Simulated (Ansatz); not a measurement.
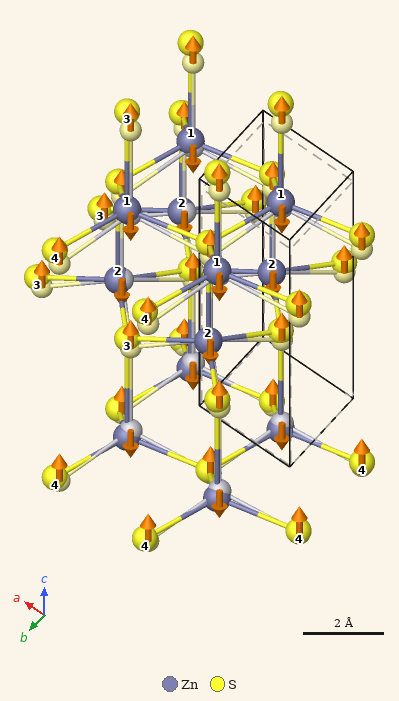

A symmetric starting cell of ZnS, drawn pale, and a changed version of it, drawn solid. The orange arrows show how the atoms are displaced (without the part that the change of the cell carries along), magnified 5 times. Besides, the cell is strained by +4.6 % along c and +1.6 % across it (volume +7.9 %). The picture is a ball-and-stick view of the cell of the calculation, repeated 2 × 2 × 1 with one cell outlined, seen from a free direction.

Method: DFT PBE, scalar-relativistic, plane waves, PAW in Ansatz 0.2.0. (plane-wave cutoff 420 eV; k-point mesh 9 × 9 × 6; occupations gaussian; smearing width 0.02 eV; no spin polarisation)

Question: How are the atoms displaced, and what does the calculation give?

Answer: Atoms are displaced by 0.16 Å relative to the cell: S4 0.16 Å along +c, Zn1 0.16 Å along −c. No relaxation follows. The starting cell wasn't computed here and needn't be at equilibrium, so pressure and forces aren't due to the change alone. The pressure is 0.4 GPa (not all of it need come from the change, since the unchanged cell can be under pressure at this level too). The principal stresses (compression positive) are −2.7 GPa along c and 1.9 GPa across it. The largest forces, 0.6 eV/Å, act on Zn1, Zn2, S3 and S4; on S3 it points along −c. The forces point straight back along the displacements (cosine −1.00). Near-neighbour distances before and after: S–Zn 2.400 → 2.824 Å, S–Zn 2.314 → 2.277 Å. The space group stays P6_3mc (No. 186).
